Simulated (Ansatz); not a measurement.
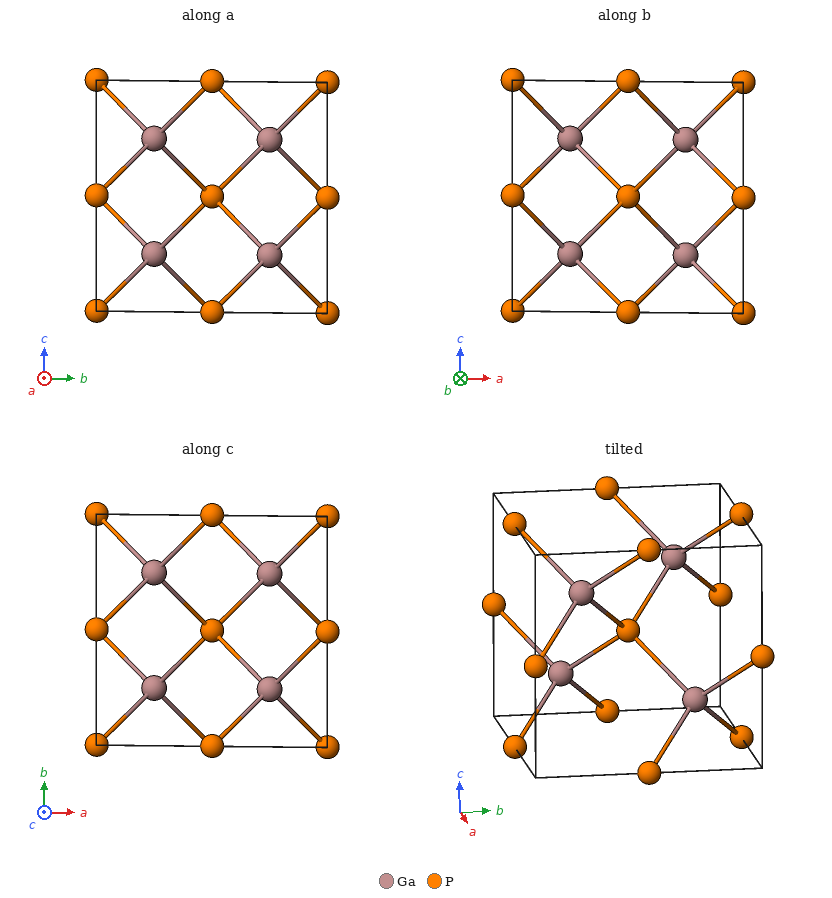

Ball-and-stick drawing of the structure, looking along the a axis, along the b axis, along the c axis and slightly off an axis. The wireframe shows the drawn cell (a repeat of the simulation cell).

Lattice parameters: a = 5.424 Å, b = 5.424 Å, c = 5.424 Å, α = 90.57°, β = 90.57°, γ = 90.57°. Put a along x and b in the xy plane.

### Express the structure as a POSCAR file, with free fractional coordinates to two decimals.

```
Ga P
1.0
     5.424    0.000    0.000
    -0.054    5.423    0.000
    -0.054   -0.055    5.423
Ga P
4 4
Direct
  0.25 0.25 0.25
  0.75 0.75 0.25
  0.75 0.25 0.75
  0.25 0.75 0.75
  0.50 0.00 0.00
  0.00 0.50 0.00
  0.00 0.00 0.50
  0.50 0.50 0.50
```

It goes back to a structure type filled with these elements by a generator (whether the compound takes this form wasn't checked). The cell was then strained or its atoms displaced on purpose. It went into a calculation with Ansatz.
